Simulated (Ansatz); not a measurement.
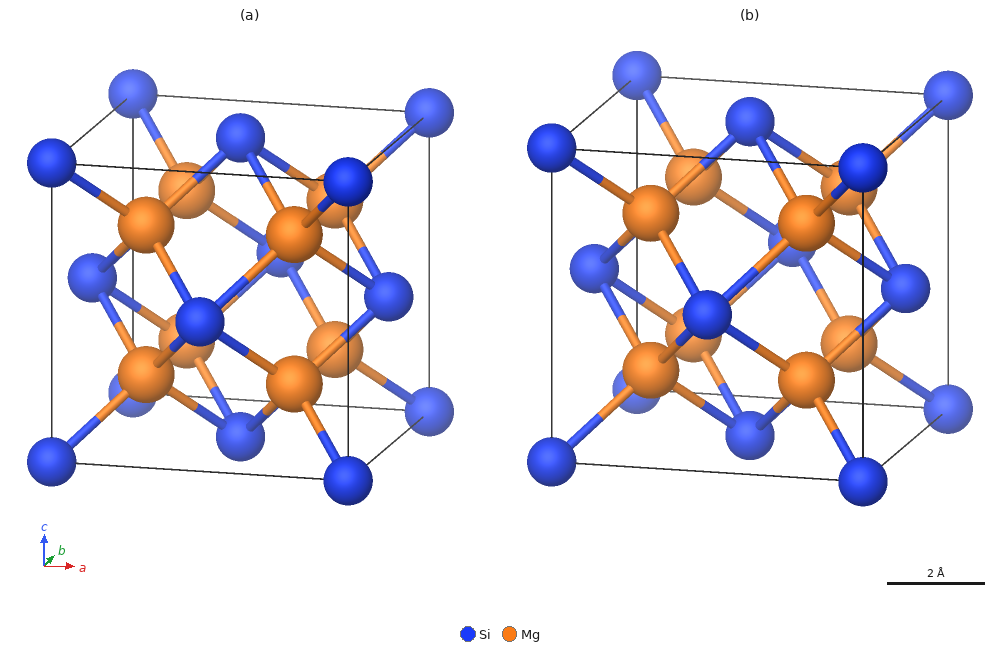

Left: crystalline Mg2Si (built on the antifluorite type) at its r2SCAN-relaxed geometry. Right: the same structure after one change, at the same scale. A ball-and-stick model of the conventional cell (4 times the calculation's cell), seen slightly off an axis. Lengths and directions refer to the drawn axes.

Theory: DFT, r2SCAN, plane waves, PAW (Ansatz 0.2.0). (plane-wave cutoff 500 eV; k-point mesh 8 × 8 × 8; occupations fixed; no spin polarisation)

What distinguishes the right structure from the left one?

Answer. All lengths are scaled by +5.0 % (volume +15.8 %). The atoms were relaxed with r2SCAN under that strain, and this is a single point on that geometry.

What does the change do?

Answer. Among the bonded contacts that change: Mg–Si 2.744 → 2.882 Å. The space group stays Fm-3m (No. 225). The energy rises by 74.9 meV per atom. Pressure: 0.0 GPa before, −6.4 GPa after. All forces vanish by symmetry.
